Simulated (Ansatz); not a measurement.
## Geometry relaxation of Ge

The run: geometry relaxation of Ge (C2/m, 4 atoms in the cell). Method and program: DFT PBE, scalar-relativistic, plane waves, PAW, no spin polarisation (Ansatz 0.2.0).

The structure derives from a Materials Project entry. It belongs to a series of runs on one base structure; here: shear of c along a, cell held, atoms relaxed: +8.0 %. Figures and captions count atoms from 1; the log counts them from 0 in places.

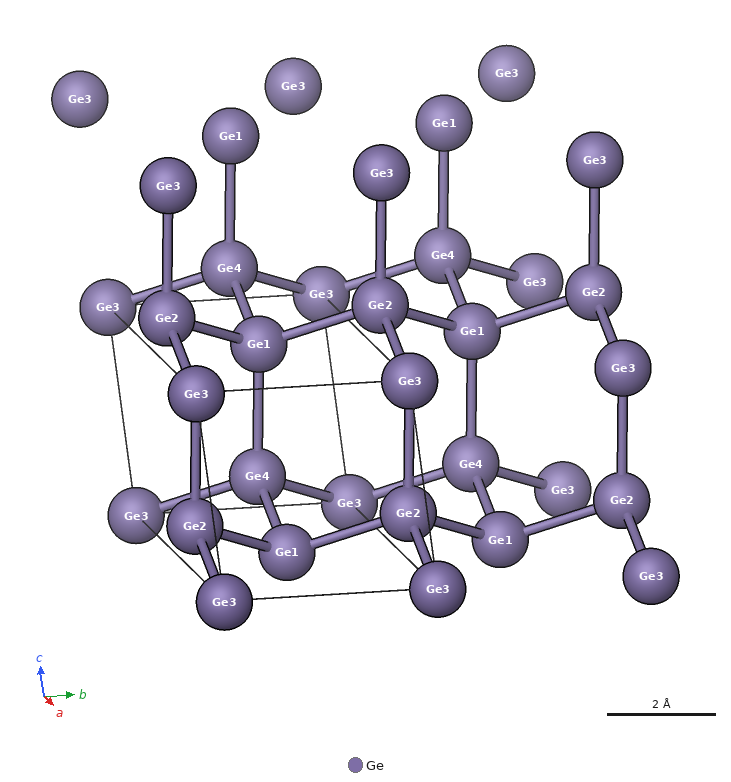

The input geometry (ball-and-stick view of the cell of the calculation, set on other vectors, repeated 1 × 2 × 2, seen slightly off an axis; atoms are numbered from 1 in the order of the input). Near neighbours in the crystal (not all of them lie inside the picture): Ge has 4 Ge at 2.44 to 2.55 Å.

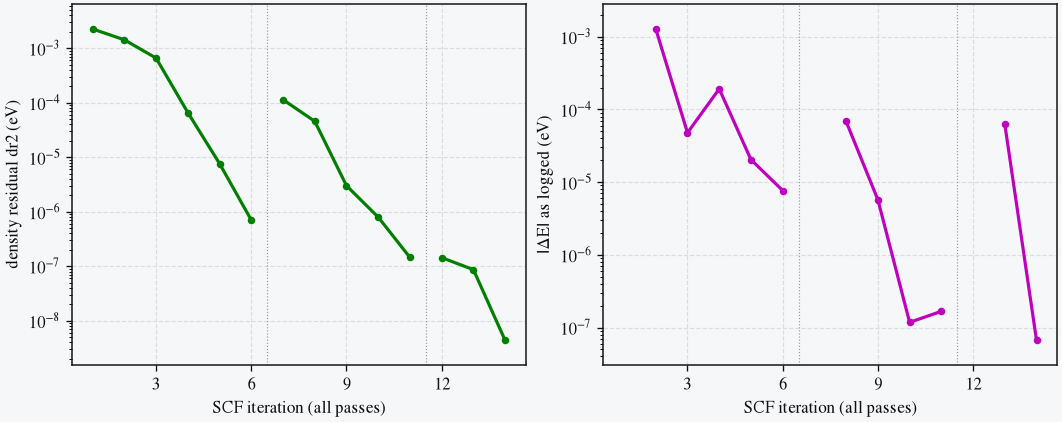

Convergence of the self-consistent field: density residual dr2 and size of the energy change against the SCF iteration. The dotted lines part the SCF passes of the relaxation: geometry steps, rejected trials and re-solves on a re-selected basis. The passes take 6, 5 and 3 iterations.

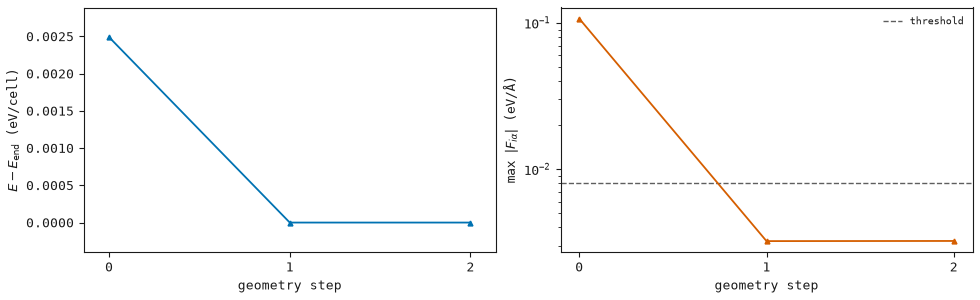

Progress of the relaxation, step by step (the first geometry is step 0 here and step 1 in the log). Over 2 geometry steps the energy falls by 2.5 meV per cell of the calculation. Largest force component: 0.11 eV/Å at the start, 0.0032 eV/Å at the end. The largest moves, 0.008 Å, are those of Ge1, Ge2, Ge3 and Ge4. The cell doesn't change. Among the contacts that change: Ge1–Ge4 2.440 → 2.454 Å. The space group stays C2/m (No. 12). (Atoms are counted from 1 in the order of the input.)

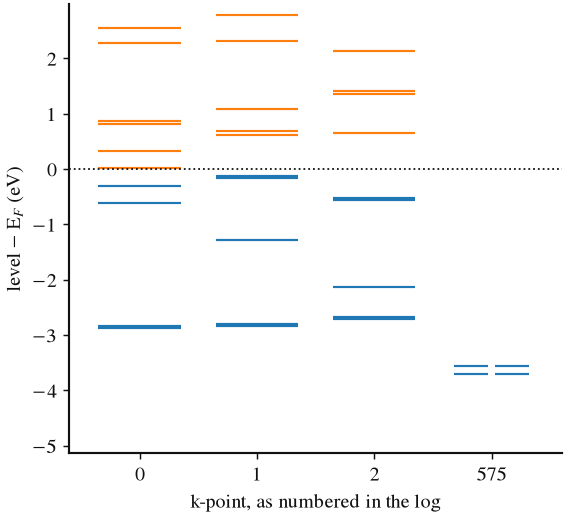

Kohn–Sham levels near the Fermi level (dotted) at the few k-points that the log prints; levels within 0.02 eV of each other stand side by side. The system is metallic on the full mesh.

The input and output of the run follow.

### The input
```yaml
crystal:
  lattice:
    - [2.879815858, 2.879815858, 0.0]
    - [-2.879815858, 2.879815858, 0.0]
    - [0.3258139715, 0.3258139715, 5.759631716]
  atoms:
    - { symbol: Ge, position: [0.5055517128, 0.5, 0.499561758] }
    - { symbol: Ge, position: [0.4944482872, 0.0, 0.250438242] }
    - { symbol: Ge, position: [0.0055517128, 0.0, -0.000438242] }
    - { symbol: Ge, position: [-0.0055517128, 0.5, 0.750438242] }
basis:
  ecutwfc: 420
kpoints:
  mp_grid: { grid: [14, 14, 10] }
hamiltonian:
  xc: pbe
scf:
  occupations: { method: gaussian, width: 0.1 }
output:
  forces: true
  stress: true
  eigenvalues: true
relax:
  adjacent_minimum: "off"
  f_tol: 0.008
  max_steps: 40
```

Command:
```bash
ansatz run input.yaml --threads 1 --pin off --max-ram 2560MiB --backend cpu --events-out ev --progress --plain --runs-dir out
```

### Log
```
Warning: output.stress: scf.convergence.dr2_threshold = 6.4e-8 eV (the default of a walk held to its f_tol) is looser than the 4e-10 eV advised for a printed stress (1e-10 eV for each atom of the cell: 4). What an SCF threshold leaves in a stress goes as its square root, and in the free energy as the threshold itself, and one threshold admits the most on a small cell: of the crystals measured, under no hybrid functional and no lock of the moments, on runs that ended without the residual-converged pass, on stresses that held no estimate of that error, the worst erred by over 100 MPa in a component at 1e-7 eV an atom and by under 5 at 1e-10. Every solve of this run answers to scf.convergence.dr2_threshold, and the tensor of one is reported: a single SCF on the reported geometry and on this run's grids (its basis.xc_grid and basis.ecutrho_ratio typed), with scf.convergence.dr2_threshold at 4e-10 eV or tighter, prints it and tightens no other solve. Else set scf.convergence.dr2_threshold to 4e-10 eV or tighter. The threshold is an SCF's pass mark: one that does not reach it within its budget of iterations ends unconverged, or closes short of it on a stop that the run arms, and scf.convergence.dr2_threshold's page says what that costs each kind of run
Engine: ansatz 0.2.0, x86_64-unknown-linux-gnu
Pseudopotentials: kind: paw
Pseudopotential: Ge, paw, valence charge 14, recommended cutoff 420 eV (normal), Ge.paw.azcp
Functional definition: PBE
  parameter kappa = 0.804
  parameter beta = 0.06672455060314922
  exchange = pbe_x(kappa = kappa, mu = beta*pi^2/3)
  correlation = pbe_c(beta = beta)
Crystal: 4 atoms, lattice volume = 95.533 Å³
Basis set: ecut = 420 eV, 1855 PW (Γ), exchange–correlation on 60×60×80 points (8 copies of the dense FFT grid, shifted against one another)
Bands: 34, of which v1, the nominal top of the filled ones, is band 28 counted from 1 (27 counted from 0)
Symmetry: 8 space group operations
Space group: C2/m (ITA 12), of the structure as read, at distance tolerance 4.6e-5 Å
k-points: 576 of 1960
Non-local potential: Ge, projectors of the file, l = 0: 2, l = 1: 2, l = 2: 3, l = 3: 1
PAW form: soft (Blöchl's): semilocal exchange-correlation on the pseudo side does not see the compensation charge
PAW one-centre angular grid: Ge, 590 points (default); XC on 64 Gauss nodes
Initial density: superposition of atomic densities (neutral atoms: chi_scale 0, normalization atom), corrected by the library's trained network
Initial wavefunctions: pseudopotential atomic-orbital guess
Functional: x = pbe(κ = 0.804, μ = 0.2195149727645171), c = pbe(β = 0.06672455060314922)
SCF iter   1: F=—  HF=-17179.833623 eV  |F-HF|=—  |Δ(HF+E_count)|=         —  Δρ=1.41e-3  dr2=2.26e-3  ethr=1.77e-3  ⟨swp⟩=5.8  Hψ=74507  notcnv=0
preconditioner: auto → Kerker (q_TF=auto, 2.496 Å⁻¹)  [metal: Δε(μ)=0.041 eV  Ē_g=22.425 eV  σ=0.100 eV  W_gap=0.23  n_scr=24 (ndim 8)  ℏωp=28.4 eV  f_vac=0.087  D(μ)=0.18/eV (n_scr^D=0)]
SCF iter   2: F=—  HF=-17179.832344 eV  |F-HF|=—  |Δ(HF+E_count)|=   1.28e-3  Δρ=1.13e-3  dr2=1.43e-3  ethr=4.04e-6  ⟨swp⟩=2.0  Hψ=35776  notcnv=0
SCF iter   3: F=—  HF=-17179.832296 eV  |F-HF|=—  |Δ(HF+E_count)|=   4.78e-5  Δρ=6.37e-4  dr2=6.61e-4  ethr=2.56e-6  ⟨swp⟩=2.0  Hψ=30153  notcnv=0
SCF iter   4: F=—  HF=-17179.832488 eV  |F-HF|=—  |Δ(HF+E_count)|=   1.92e-4  Δρ=3.94e-4  dr2=6.61e-5  ethr=1.18e-6  ⟨swp⟩=3.0  Hψ=34875  notcnv=0
SCF iter   5: F=—  HF=-17179.832468 eV  |F-HF|=—  |Δ(HF+E_count)|=   2.04e-5  Δρ=6.96e-5  dr2=7.65e-6  ethr=1.18e-7  ⟨swp⟩=2.0  Hψ=34766  notcnv=0
SCF iter   6: F=-17179.832475 eV  HF=-17179.832475 eV  |F-HF|=8.24e-7  |Δ(HF+E_count)|=   7.67e-6  Δρ=3.95e-5  dr2=7.04e-7  ethr=2.86e-9  ⟨swp⟩=5.1  Hψ=81124  notcnv=0
SCF 1 converged in 6 iterations: F = -17179.832475 eV  dr2 = 7.04e-7
  greatest PAW one-centre occupation: 0.998 electrons in one spin orbital (limit 2), on the Ge atom at site 3 (counted from 0), in its partial waves of l = 2
relax step   1: F+E_penalty+E_count = -17179.83247459 eV  Δ(F+E_penalty+E_count) = +0.000e0 eV  max|allowed force component| = 1.069e-1 eV/Å  Δτ_max = 0.0000 Å  (6 SCF iters, dr2 threshold 1.60e-6 eV, accepted)
Initial density: handed on by an earlier stage of this run
Initial wavefunctions: those handed on with the density
iter 1 solved again at ethr=2.01e-7 eV; its pass at ethr=3.10e-3 eV (dr2=1.12e-4 eV) is discarded
SCF iter   1: F=—  HF=-17179.834891 eV  |F-HF|=—  |Δ(HF+E_count)|=         —  Δρ=6.04e-4  dr2=1.14e-4  ethr=2.01e-7  ⟨swp⟩=2.0  Hψ=59948  notcnv=0  defer=945
preconditioner: auto → Kerker (q_TF=auto, 2.496 Å⁻¹)  [metal: Δε(μ)=0.028 eV  Ē_g=22.423 eV  σ=0.100 eV  W_gap=0.16  n_scr=24 (ndim 8)  ℏωp=28.4 eV  f_vac=0.078  D(μ)=0.19/eV (n_scr^D=0)]
SCF iter   2: F=—  HF=-17179.834959 eV  |F-HF|=—  |Δ(HF+E_count)|=   6.83e-5  Δρ=3.41e-4  dr2=4.58e-5  ethr=2.01e-7  ⟨swp⟩=1.0  Hψ=18639  notcnv=0  defer=945
SCF iter   3: F=—  HF=-17179.834965 eV  |F-HF|=—  |Δ(HF+E_count)|=   5.73e-6  Δρ=5.16e-5  dr2=3.01e-6  ethr=8.18e-8  ⟨swp⟩=2.0  Hψ=34315  notcnv=0  defer=945
SCF iter   4: F=—  HF=-17179.834965 eV  |F-HF|=—  |Δ(HF+E_count)|=   1.18e-7  Δρ=2.60e-5  dr2=7.96e-7  ethr=1.28e-9  ⟨swp⟩=8.7  Hψ=85434  notcnv=0
SCF iter   5: F=-17179.834965 eV  HF=-17179.834965 eV  |F-HF|=9.00e-8  |Δ(HF+E_count)|=   1.67e-7  Δρ=9.77e-6  dr2=1.45e-7  ethr=1.28e-9  ⟨swp⟩=5.0  Hψ=71498  notcnv=0
SCF 2 converged in 5 iterations: F = -17179.834965 eV  dr2 = 1.45e-7
relax step   2: F+E_penalty+E_count = -17179.83496539 eV  Δ(F+E_penalty+E_count) = -2.491e-3 eV  max|allowed force component| = 3.229e-3 eV/Å  Δτ_max = 0.0078 Å  (5 SCF iters, dr2 threshold 7.15e-7 eV, accepted)
iter 1 solved again at ethr=2.57e-10 eV; its pass at ethr=3.10e-3 eV (dr2=1.44e-7 eV) is discarded
SCF iter   1: F=—  HF=-17179.834903 eV  |F-HF|=—  |Δ(HF+E_count)|=         —  Δρ=9.71e-6  dr2=1.44e-7  ethr=2.57e-10  ⟨swp⟩=1.0  Hψ=52992  notcnv=0
preconditioner: auto → Kerker (q_TF=auto, 2.496 Å⁻¹)  [metal: Δε(μ)=0.027 eV  Ē_g=22.423 eV  σ=0.100 eV  W_gap=0.15  n_scr=24 (ndim 8)  ℏωp=28.4 eV  f_vac=0.077  D(μ)=0.19/eV (n_scr^D=0)]
SCF iter   2: F=—  HF=-17179.834965 eV  |F-HF|=—  |Δ(HF+E_count)|=   6.25e-5  Δρ=7.27e-6  dr2=8.67e-8  ethr=2.57e-10  ⟨swp⟩=2.0  Hψ=23005  notcnv=0
SCF iter   3: F=-17179.834965 eV  HF=-17179.834965 eV  |F-HF|=2.08e-9  |Δ(HF+E_count)|=   6.65e-8  Δρ=2.18e-6  dr2=4.36e-9  ethr=1.14e-10  ⟨swp⟩=4.0  Hψ=58781  notcnv=0
SCF 3 converged in 3 iterations: F = -17179.834965 eV  dr2 = 4.36e-9
relax step   3: F+E_penalty+E_count = -17179.83496542 eV  Δ(F+E_penalty+E_count) = -2.317e-8 eV  max|allowed force component| = 3.236e-3 eV/Å  Δτ_max = 0.0000 Å  (3 SCF iters, accepted)
SCF converged after 3 iterations
Free energy (F): -17179.834965 eV
Harris-Foulkes:  -17179.834965 eV  (|F-HF|=2.08e-9)
Internal energy: -17179.834007 eV  (E = F + TS)
E sigma→0 (E₀):  -17179.834486 eV
Entropy (-TS):   -0.000958 eV (-0.240 meV/atom)
Fermi energy:    7.876472 eV
--- Per-component energies (eV) ---
  E_band       = -630.398810
  E_kinetic    = 443.468514
  E_local      = -10032.189090  (includes V_loc(G=0)·N_el)
  E_nonlocal   = 1672.497270
  E_hartree    = 4396.084468
  E_xc         = -301.200082
  E_vxc        = -256.937112  (∫ρ·V_xc dr)
  E_paw        = -8078.209873  (= ΣΔE_a)
  E_vpaw       = -1249.410122  (= ΣTr[D̂ρ^β])
  E_aug_tail   = 0.001222  (compensation charges beyond the density's cutoff)
  E_ewald      = -5280.286437
  E_smearing   = -0.000958  (= −TS)
  E_closure    = -0.000000  (closes the sum)
  Σ components = -17179.834965   (vs F -17179.834965, Δ=0.00e0)
--- Forces (eV/Å), atoms counted from 1 ---
  atom   1  Ge    -0.00004680    -0.00004680    -0.00323616
  atom   2  Ge     0.00004680     0.00004680     0.00323616
  atom   3  Ge    -0.00004680    -0.00004680    -0.00323616
  atom   4  Ge     0.00004680     0.00004680     0.00323616
  max |Σ_I F_I| component: 3.47e-18 eV/Å
--- Stress (GPa, compression-positive) ---
        0.055418      -0.301179      -2.967373
       -0.301179       0.055418      -2.967373
       -2.967373      -2.967373       0.540652
  P = ⅓ Tr σ = 0.2172 GPa (2.172 kbar)
--- Band table (eV; the first three rows and the last of 576) ---
  k-point 0: bands = ["-16.8770", "-16.8769", "-16.8717", "-16.8489", "-16.8214", "-16.8155", "-16.8146", "-16.8002", "-16.7996", "-16.7168", "-16.7161", "-16.6676", "-16.6671", "-16.6633", "-16.6314", "-16.6227", "-16.6219", "-16.6009", "-16.5861", "-16.5860", "-4.4913", "-0.8014", "-0.7882", "4.9925", "5.0348", "7.2556", "7.5743", "7.8912", "8.1911", "8.6783", "8.7376", "10.1593", "10.4306", "10.8973"]
  k-point 1: bands = ["-16.8764", "-16.8763", "-16.8718", "-16.8497", "-16.8263", "-16.8148", "-16.8142", "-16.8082", "-16.7832", "-16.7316", "-16.7015", "-16.6839", "-16.6646", "-16.6521", "-16.6304", "-16.6242", "-16.6229", "-16.5996", "-16.5870", "-16.5869", "-4.4524", "-1.4635", "-0.0764", "5.0332", "5.0743", "6.5846", "7.7141", "7.7411", "8.4826", "8.5638", "8.9517", "10.1939", "10.6568", "10.9738"]
  k-point 2: bands = ["-16.8749", "-16.8747", "-16.8720", "-16.8520", "-16.8327", "-16.8274", "-16.8105", "-16.7976", "-16.7653", "-16.7465", "-16.7014", "-16.6869", "-16.6695", "-16.6389", "-16.6289", "-16.6260", "-16.6243", "-16.5972", "-16.5900", "-16.5893", "-4.3359", "-2.0762", "0.6848", "5.1545", "5.1927", "5.7333", "7.3099", "7.3575", "8.5239", "9.2225", "9.2846", "10.0079", "11.2070", "11.4070"]
  k-point 575: bands = ["-16.8941", "-16.8941", "-16.8817", "-16.8817", "-16.7660", "-16.7660", "-16.7636", "-16.7636", "-16.7411", "-16.7411", "-16.7099", "-16.7099", "-16.6975", "-16.6975", "-16.6876", "-16.6876", "-16.5877", "-16.5877", "-16.5645", "-16.5645", "-0.9239", "-0.9239", "-0.5028", "-0.5028", "4.1605", "4.1605", "4.3214", "4.3214", "11.3108", "11.3108", "11.8897", "11.8897", "12.7844", "12.7844"]
--- Relaxed structure (3 steps of the walk, 3 accepted, 0 SCFs on fresh bases) ---
  F+E_penalty+E_count = -17179.83496542 eV   max|allowed force component| = 3.236e-3 eV/Å
  atoms:
    - { symbol: Ge, position: [0.5074447757858709, 0.5000000000000001, 0.4992251489417679] }
    - { symbol: Ge, position: [0.492555224214129, 0.0, 0.2507748510582321] }
    - { symbol: Ge, position: [0.007444775785870895, -8.673617379884035e-19, -0.0007748510582321297] }
    - { symbol: Ge, position: [-0.007444775785870966, 0.5, 0.750774851058232] }
```

### Trajectory as extended XYZ (Å, eV, eV/Å), 3 frames, from step=1 to step=3
```
4
Lattice="2.8798 2.8798 0.0000 -2.8798 2.8798 0.0000 0.3258 0.3258 5.7596" Properties=species:S:1:pos:R:3:forces:R:3 step=1 energy=-17179.83247
Ge    0.1788    3.0586    2.8773    0.1069   0.1069  -0.0529
Ge    1.5055    1.5055    1.4424   -0.1069  -0.1069   0.0529
Ge    0.0158    0.0158   -0.0025    0.1069   0.1069  -0.0529
Ge   -1.2114    1.6684    4.3222   -0.1069  -0.1069   0.0529
4
Lattice="2.8798 2.8798 0.0000 -2.8798 2.8798 0.0000 0.3258 0.3258 5.7596" Properties=species:S:1:pos:R:3:forces:R:3 step=2 energy=-17179.83496
Ge    0.1841    3.0639    2.8754   -0.0001  -0.0001  -0.0032
Ge    1.5002    1.5002    1.4444    0.0001   0.0001   0.0032
Ge    0.0212    0.0212   -0.0045   -0.0001  -0.0001  -0.0032
Ge   -1.2167    1.6631    4.3242    0.0001   0.0001   0.0032
4
Lattice="2.8798 2.8798 0.0000 -2.8798 2.8798 0.0000 0.3258 0.3258 5.7596" Properties=species:S:1:pos:R:3:forces:R:3 step=3 energy=-17179.83496
Ge    0.1841    3.0639    2.8754    0.0000   0.0000  -0.0032
Ge    1.5002    1.5002    1.4444    0.0000   0.0000   0.0032
Ge    0.0212    0.0212   -0.0045    0.0000   0.0000  -0.0032
Ge   -1.2167    1.6631    4.3242    0.0000   0.0000   0.0032
```

### Key numbers

| quantity | value |
| --- | --- |
| outcome | converged |
| space group (tolerance 0.01 Å) | C2/m (12) |
| electrons treated | 56 |
| free energy | −17179.8350 eV |
| Fermi energy | 7.876 eV |
| gap on the k-point mesh | none (metallic) |
| pressure | 0.22 GPa |
| final volume | 95.53 Å³ |
| largest force (length of the vector) at the end | 0.003 eV/Å |
| final cell | a = 4.073 Å, b = 4.073 Å, c = 5.778 Å, α = 90.00°, β = 85.43°, γ = 90.00° |
| hardware | 1 thread of Intel Xeon (Granite Rapids), 192 GiB of memory available, shared host |
| wall time | 2 min |
| peak memory | 1.4 GiB |

### Remarks

Warnings of the run: the SCF threshold is looser than advised for the printed stress.
